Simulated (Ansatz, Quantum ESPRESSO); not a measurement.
# Predicting the next point of a tunnelling series: hexagonal BN layers between Cu(111) leads

How the rows were computed: Quantum ESPRESSO 7.5 (pw.x, pwcond.x), PBE, GBRV ultrasoft; geometry as built. T is the transmission per spin at the Fermi level, averaged over the mesh across the current, in a cell of 5.74 Å². The series steps the number of sheets.

```tsv
width (layers)	T
1	0.0403
2	0.00194
3	9.68e−5
```

**Question.** What is T at 4 layers?

**Worked estimate.** In the tunnelling regime ln T falls linearly. The last two rows give a slope of ln(0.00194/9.68e−5)/(3 − 2) = 2.998 per layer, so T(4) ≈ 9.68e−5 × exp(−2.998 × 1) = 4.83e−6.

**Check.** T = 4.51e−6; the estimate is 1.07 times that. The slope over the last interval is 3.066: the same within 8 %. Points of the mesh with over 2.5 times the mean carry 79 % of this T, so the value leans on the mesh. A second code, Ansatz 0.2.0, gives 4.5e−6.

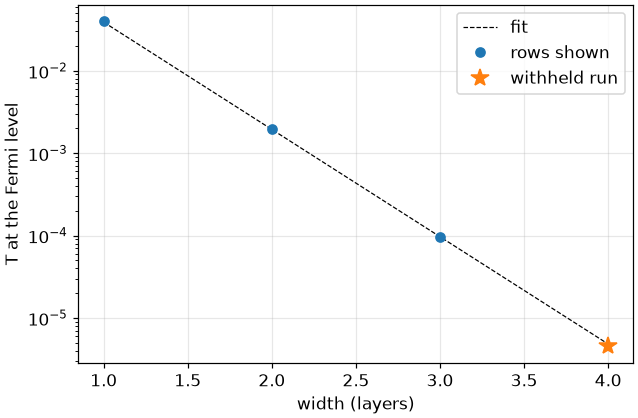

The rows shown, the fit and the withheld run.

**Limits.** Short leads, unrelaxed atoms, a barrier without the image potential and an untested mesh.

[Logs are printed without paths, hosts, clocks, repeated set-up lines and the standing remarks that a program may print on its own settings, such as how far it seeks lower states.]
